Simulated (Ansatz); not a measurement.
## Geometry relaxation, with input and output: Hf$_{6}$HO$_{13}$ (part 3 of 3)

Hf$_{6}$HO$_{13}$ (slab, 40 atoms in the cell); DFT PBE+D3(BJ), scalar-relativistic, plane waves, PAW, no spin polarisation (Ansatz 0.2.0); cutoff 420 eV, 3×3×1 k-mesh, Gaussian smearing of 0.05 eV. The structure derives from an entry of the Crystallography Open Database. The input holds or restrains some coordinates. Forces given for the steps count only the free coordinates. It belongs to a series of runs on one base structure; here: 1 H2O2 a cell, flat, over a bridge O-O site.

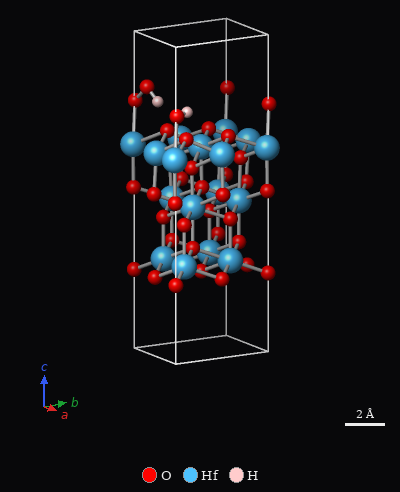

Figure 1. The geometry at step 14 of the log (ball-and-stick view of the cell of the calculation, with the vacuum cut short, seen slightly off an axis).

**Output, continued**
```
  k-point 4: bands = ["-60.0083", "-60.0006", "-59.9957", "-59.9658", "-59.9560", "-59.9431", "-59.9067", "-59.8632", "-59.8213", "-59.7436", ... 72 levels left out ..., "-9.9143", "-9.9012", "-9.9000", "-9.8911", "-9.8879", "-9.8834", "-9.8755", "-9.8705", "-9.8604", "-9.8600", "-9.8546", "-9.8525", "-9.8465", "-9.8446", "-9.8409", "-9.8399", "-9.8387", "-9.8368", "-9.8333", "-9.8318", "-9.8303", "-9.8278", "-9.8256", "-9.8241", "-9.8232", "-9.8194", "-9.8126", "-9.8108", "-9.8085",
      "-9.8050", "-9.7966", "-9.7866", "-9.7820", "-9.7796", "-9.7734", "-9.7724", "-9.7700", "-9.7669", "-9.7644", "-9.7609", "-9.7571", "-9.7535", "-9.7503", "-9.7483", "-9.7414", "-9.7258", "-9.7207", "-9.7082", "-9.6877", "-9.6854", "-9.6840", "-9.6828", "-9.6708", "-9.6692", "-9.6596", "-9.6563", "-9.6465", "-9.6416", "-9.6375", "-9.6320", "-9.6269", "-9.6238", "-9.6167", "-9.6078", "-9.6035", "-9.5888", "-9.5775", "-9.5692", "-9.5611",
      "-9.5485", "-9.5405", "-9.5309", "-9.5143", "-9.5121", "-9.4805", "-9.4546", "-6.2205", "-5.0601", "-4.4825", "-4.4515", "-4.3580", "-3.8218", "-3.7788", "-3.6571", "-3.6263", "-3.5961", "-3.4589", "-3.4236", "-3.3884", "-3.3404", "-3.3149", "-3.2114", "-3.1601", "-3.1238", "-3.0946", "-2.9929", "-2.8019", "-2.7762", "-2.7176", "-2.6640", "-2.6272", "-2.5928", "-2.4900", "-2.4501", "-2.3988", "-2.3319", "-2.2796", "-2.0979", "-1.7522",
      "-1.7219", "-1.6747", "-1.5004", "-1.4832", "-1.4239", "-1.3742", "-1.3212", "-1.1724", "-1.0846", "-1.0088", "-0.9441", "-0.8965", "-0.8334", "-0.7698", "-0.7085", "-0.6573", "-0.5978", "-0.5371", "-0.5134", "-0.4645", "-0.3128", "-0.2710", "-0.2005", "-0.1433", "-0.0570", "-0.0111", "0.0709", "0.0955", "0.1304", "0.1490", "0.1889", "0.2283", "0.2333", "0.3019", "0.3600", "0.5183", "0.5600", "0.5962", "0.6320", "0.6791",
      "0.7595", "0.8504", "0.9273", "1.0676", "5.3264", "5.3608", "5.4494", "5.4879", "5.5242", "5.5904", "5.6343", "5.6583", "5.6981", "5.7264", "5.8112", "5.8389", "5.8957", "5.9269", "5.9544", "5.9896", "6.1186", "6.1741", "6.2252", "6.2450", "6.2624", "6.3092", "6.3640", "6.4388", "6.4757", "6.5132", "6.5745", "6.6629", "6.6968", "6.8041", "7.1106", "7.2575", "7.7383", "7.8865", "8.1403", "8.1843",
      "8.2378", "8.2648", "8.2828", "8.3169", "8.3726", "8.5033", "8.6102", "8.6633", "8.7312", "8.8206", "8.8806"]
--- Relaxed structure (14 steps of the walk, 14 accepted, 0 SCFs on fresh bases) ---
  F+E_penalty+E_count = -203502.70656428 eV   max|allowed force component| = 3.164e-2 eV/Å
  atoms:
    - { symbol: O, position: [0.5, 0.5000000000000001, 0.3077008533] }
    - { symbol: O, position: [0.5000000000000001, 0.0, 0.3077008533] }
    - { symbol: O, position: [-2.7755575615628914e-17, 0.5000000000000001, 0.3077008533] }
    - { symbol: O, position: [0.0, 0.0, 0.3077008533] }
    - { symbol: Hf, position: [0.33333333330000003, 0.16666666670000002, 0.33586347359999996] }
    - { symbol: Hf, position: [0.3333333333, 0.6666666667000001, 0.33586347359999996] }
    - { symbol: Hf, position: [0.8333333333, 0.16666666670000002, 0.33586347359999996] }
    - { symbol: Hf, position: [0.8333333333000001, 0.6666666667000001, 0.33586347359999996] }
    - { symbol: O, position: [0.6666666667, 0.33333333330000003, 0.3640260939] }
    - { symbol: O, position: [0.6666666667000001, 0.8333333333000001, 0.3640260939] }
    - { symbol: O, position: [0.1666666667, 0.33333333330000003, 0.3640260939] }
    - { symbol: O, position: [0.16666666669999997, 0.8333333333000001, 0.3640260939] }
    - { symbol: O, position: [0.8333333333000001, 0.6666666667000001, 0.4203513345] }
    - { symbol: O, position: [0.8333333333, 0.16666666670000002, 0.4203513345] }
    - { symbol: O, position: [0.3333333333, 0.6666666667000001, 0.4203513345] }
    - { symbol: O, position: [0.33333333330000003, 0.16666666670000002, 0.4203513345] }
    - { symbol: Hf, position: [0.6671944863304269, 0.3336433995489783, 0.44710983108417157] }
    - { symbol: Hf, position: [0.6671589802604111, 0.8341479580179134, 0.44805997661009694] }
    - { symbol: Hf, position: [0.16643427526567775, 0.3315132071995623, 0.4491349504949439] }
    - { symbol: Hf, position: [0.16743257508414716, 0.8350214468542091, 0.4485380005306747] }
    - { symbol: O, position: [0.009861530799731455, 0.5062402500160187, 0.47917739355795125] }
    - { symbol: O, position: [-0.004921727991476617, -0.004826309361120049, 0.47423756610801676] }
    - { symbol: O, position: [0.4983968015365509, 0.509088584557911, 0.4779119755011561] }
    - { symbol: O, position: [0.49780337023514837, -0.009083746584588279, 0.4766760621983982] }
    - { symbol: O, position: [0.17239176758688096, 0.8575322157296557, 0.533577075355984] }
    - { symbol: O, position: [0.16328431983346864, 0.3102757555807674, 0.5331233078622486] }
    - { symbol: O, position: [0.6802834288622863, 0.8473055992332746, 0.5350761844613628] }
    - { symbol: O, position: [0.6579984681261637, 0.32721751133662536, 0.5267232657080713] }
    - { symbol: Hf, position: [-1.5723986244775556e-5, 0.49997836523279954, 0.560802855819636] }
    - { symbol: Hf, position: [-0.006875319759697718, -0.0094570709141789, 0.5616925899255876] }
    - { symbol: Hf, position: [0.5011611231162189, 0.4965454113321567, 0.5600552547629024] }
    - { symbol: Hf, position: [0.5057220256359768, 0.011735032297921767, 0.559431798272615] }
    - { symbol: O, position: [0.32717320065800803, 0.6603349468359132, 0.5871357342831813] }
    - { symbol: O, position: [0.374256187041402, 0.19036653897538736, 0.5966312154562922] }
    - { symbol: O, position: [0.8285205970599969, 0.6468397940349206, 0.5884131950370874] }
    - { symbol: O, position: [0.8246396360169593, 0.19204754581090833, 0.5930041442862545] }
    - { symbol: O, position: [0.16387026295750795, 0.06466002348708542, 0.6817674116858619] }
    - { symbol: O, position: [-0.020340189506717867, 0.02026256809666689, 0.6496667861265557] }
    - { symbol: H, position: [0.2791616022718686, 0.12900779000068963, 0.6539045785670328] }
    - { symbol: H, position: [-0.04565276534783813, 0.1423273160038242, 0.6542749893666311] }
```

**Trajectory as extended XYZ (Å, eV, eV/Å), 2 of the 14 frames kept, from step=1 to step=14**
```
40
Lattice="7.1741 0.0000 0.0000 -3.5871 6.2130 0.0000 0.0000 0.0000 25.9993" Properties=species:S:1:pos:R:3:forces:R:3 step=1 energy=-203501.62496
O     1.7935    3.1065    8.0000   -0.0002   0.0001  -0.6921
O     3.5871    0.0000    8.0000   -0.0002  -0.0003  -0.6920
O    -1.7935    3.1065    8.0000    0.0002   0.0003  -0.6920
O     0.0000    0.0000    8.0000    0.0002   0.0000  -0.6921
Hf    1.7935    1.0355    8.7322    0.0004   0.0005   0.8984
Hf    0.0000    4.1420    8.7322    0.0003  -0.0001   0.8979
Hf    5.3806    1.0355    8.7322   -0.0004   0.0002   0.8992
Hf    3.5871    4.1420    8.7322   -0.0003  -0.0005   0.8988
O     3.5871    2.0710    9.4644   -0.0003   0.0002   0.2444
O     1.7935    5.1775    9.4644   -0.0001  -0.0003   0.2464
O     0.0000    2.0710    9.4644    0.0003   0.0002   0.2468
O    -1.7935    5.1775    9.4644    0.0001   0.0001   0.2479
O     3.5871    4.1420   10.9288   -0.0006  -0.0034  -0.4523
O     5.3806    1.0355   10.9288   -0.0033   0.0015  -0.4530
O     0.0000    4.1420   10.9288    0.0007   0.0002  -0.4522
O     1.7935    1.0355   10.9288    0.0032   0.0023  -0.4519
Hf    3.5871    2.0710   11.6540    0.0051  -0.0004   0.0084
Hf    1.7935    5.1775   11.6540    0.0101   0.0084  -0.0013
Hf    0.0000    2.0710   11.6540   -0.0049  -0.0110  -0.0043
Hf   -1.7935    5.1775   11.6540   -0.0100   0.0028  -0.0067
O    -1.7935    3.1065   12.3979    0.0057   0.0027   0.0019
O     0.0000    0.0000   12.3979    0.0012   0.0012  -0.0163
O     1.7935    3.1065   12.3979   -0.0055   0.0027   0.0117
O     3.5871    0.0000   12.3979   -0.0002  -0.0045   0.0057
O    -1.7935    5.1775   13.8109    0.0007   0.0314   0.0152
O     0.0000    2.0710   13.8109    0.0582  -0.0008   0.0137
O     1.7935    5.1775   13.8109    0.0038  -0.0305   0.0095
O     3.5871    2.0710   13.8109   -0.0575   0.0176  -0.0254
Hf   -1.7935    3.1065   14.5468   -0.0665  -0.1202  -0.0409
Hf    0.0000    0.0000   14.5468   -0.2007   0.1129   0.5127
Hf    1.7935    3.1065   14.5468    0.0463   0.0737  -0.1229
Hf    3.5871    0.0000   14.5468    0.1755   0.0786  -0.1284
O     0.0000    4.1420   15.3430   -0.0080  -0.0015   0.1014
O     1.7935    1.0355   15.3430    0.5204   0.0191  -0.0291
O     3.5871    4.1420   15.3430   -0.0043  -0.0916  -0.0268
O     5.3806    1.0355   15.3430   -0.4189   0.1017  -0.3186
O     1.0085    0.5268   18.1102    4.2963  -1.8717   2.5230
O     0.0000    1.0355   17.4330   -3.9755   2.1754  -2.0007
H     1.8166    0.8034   17.6070   -0.3522  -0.1110  -0.0403
H    -0.2579    1.8498   17.9362   -0.0193  -0.3857  -0.4444
40
Lattice="7.1741 0.0000 0.0000 -3.5871 6.2130 0.0000 0.0000 0.0000 25.9993" Properties=species:S:1:pos:R:3:forces:R:3 step=14 energy=-203502.70656
O     1.7935    3.1065    8.0000    0.0329   0.0020  -0.6867
O     3.5871    0.0000    8.0000    0.0079   0.0218  -0.6876
O    -1.7935    3.1065    8.0000   -0.0326  -0.0071  -0.6845
O     0.0000    0.0000    8.0000   -0.0077  -0.0158  -0.7049
Hf    1.7935    1.0355    8.7322   -0.0881   0.0042   0.8181
Hf    0.0000    4.1420    8.7322   -0.0418  -0.0784   1.1012
Hf    5.3806    1.0355    8.7322    0.0878   0.0520   0.8533
Hf    3.5871    4.1420    8.7322    0.0413   0.0212   0.8764
O     3.5871    2.0710    9.4644   -0.0279  -0.0379  -0.0440
O     1.7935    5.1775    9.4644    0.0575   0.0563   0.3958
O     0.0000    2.0710    9.4644    0.0275  -0.1063   0.3517
O    -1.7935    5.1775    9.4644   -0.0578   0.0882   0.3697
O     3.5871    4.1420   10.9288    0.1708  -0.6767  -0.4954
O     5.3806    1.0355   10.9288   -0.3400   0.5515  -0.3515
O     0.0000    4.1420   10.9288   -0.1685  -0.2291  -0.9642
O     1.7935    1.0355   10.9288    0.3428   0.3527  -0.1519
Hf    3.5897    2.0729   11.6245    0.0000   0.0079  -0.0004
Hf    1.7941    5.1826   11.6492   -0.0028  -0.0030   0.0066
Hf    0.0049    2.0597   11.6772    0.0002   0.0088  -0.0002
Hf   -1.7941    5.1880   11.6617    0.0037  -0.0041  -0.0064
O    -1.7452    3.1453   12.4583   -0.0038  -0.0035   0.0027
O    -0.0180   -0.0300   12.3298    0.0017   0.0026   0.0048
O     1.7494    3.1630   12.4254    0.0032  -0.0067   0.0052
O     3.6039   -0.0564   12.3932   -0.0014   0.0037  -0.0093
O    -1.8393    5.3278   13.8726   -0.0047  -0.0135  -0.0005
O     0.0584    1.9277   13.8608   -0.0166  -0.0094   0.0065
O     1.8411    5.2643   13.9116    0.0001   0.0035  -0.0051
O     3.5468    2.0330   13.6944    0.0071  -0.0064   0.0008
Hf   -1.7936    3.1064   14.5805    0.0111   0.0140  -0.0178
Hf   -0.0154   -0.0588   14.6036    0.0247  -0.0067   0.0059
Hf    1.8143    3.0850   14.5610   -0.0115   0.0177  -0.0058
Hf    3.5860    0.0729   14.5448    0.0078   0.0079   0.0037
O    -0.0215    4.1027   15.2651    0.0025  -0.0130   0.0035
O     2.0021    1.1827   15.5120   -0.0070  -0.0072  -0.0172
O     3.6237    4.0188   15.2983   -0.0025  -0.0037  -0.0037
O     5.2272    1.1932   15.4177   -0.0039   0.0024   0.0210
O     0.9437    0.4017   17.7255    0.0050  -0.0066   0.0128
O    -0.2186    0.1259   16.8909    0.0087   0.0316   0.0108
H     1.5400    0.8015   17.0010   -0.0239  -0.0014   0.0060
H    -0.8381    0.8843   17.0107   -0.0019  -0.0135  -0.0196
```

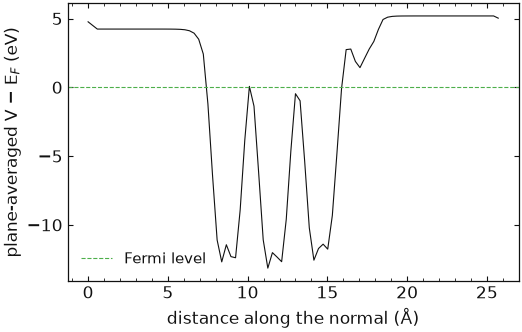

Figure 2. Plane average of the electrostatic potential energy of an electron across the cell, from the Fermi level. The vacuum level lies 5.19 eV above the Fermi level on the upper side and 4.23 eV on the lower.

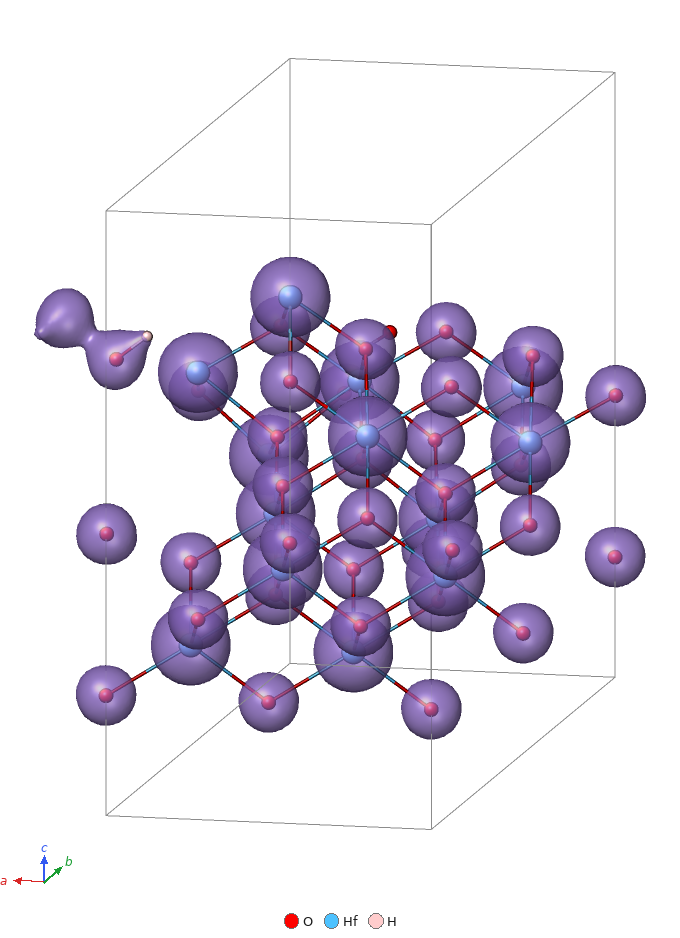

Figure 3. Isosurface of the valence electron density at 1.5 e/Å³ (purple), seen at an oblique angle. Sticks mark near contacts. At this value the density breaks into separate islands; it holds about 75 % of the electrons treated as valence (semicore included). It is pinched off along the Hf–O (2.07 Å) and Hf–O (2.11 Å) contacts. On the grid the lowest density along these lines, outside the cores, is 2.1 e/Å³ (O–H, 0.99 Å), 1.9 e/Å³ (O–O, 1.46 Å), 0.77 e/Å³ (Hf–O, 2.07 Å) and 0.7 e/Å³ (Hf–O, 2.11 Å). In a PAW calculation such maps are meaningful between the atoms, not at the nuclei.

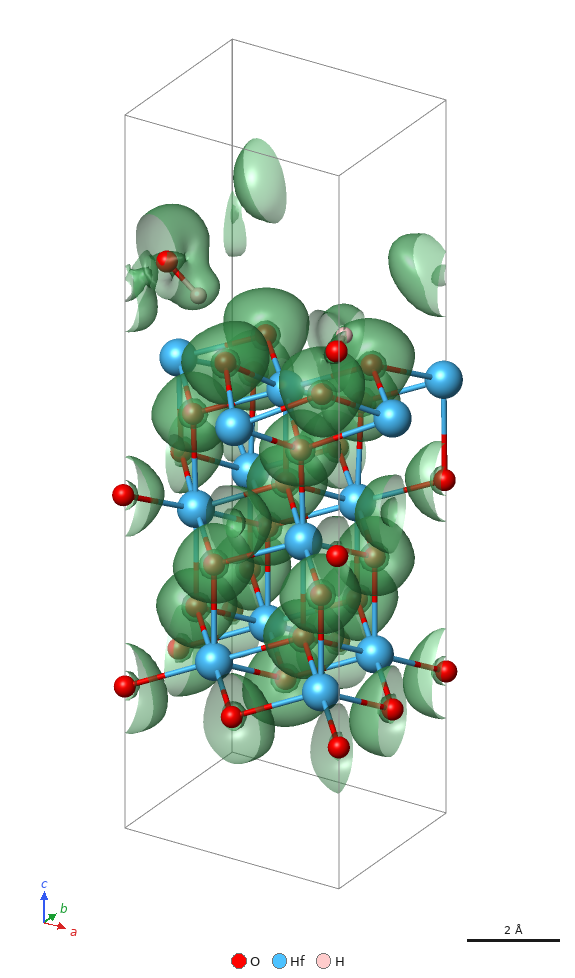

Figure 4. Isosurface of the electron localisation function at 0.65 (green), seen at an oblique angle. Only the valence region is drawn (cores and ρ < 0.01 e/Å³ removed). Sticks mark near contacts. Profiles from the grid: O–H (0.99 Å): the ELF climbs to about 1 towards the hydrogen, as it does in any bond to H; a covalent bond by its length.

**Summary**

```csv
quantity,value
outcome,converged under the restraints of the input
electrons treated,470
free energy,−203502.7066 eV
"work function, top face",5.19 eV
"work function, bottom face",4.23 eV
Fermi energy,3.128 eV
gap on the k-point mesh,4.10 eV
final volume,1158.86 Å³
work function (upper face),5.19 eV
"largest force (length of the vector) at the end, held atoms and coordinates included",1.105 eV/Å
wall time,24 min (CPU time 1.6 h)
peak memory,5.9 GiB
```

Warnings of the run: the exchange-correlation potential is rough where the density is thin. Spin–orbit coupling is left out, which matters for Hf.
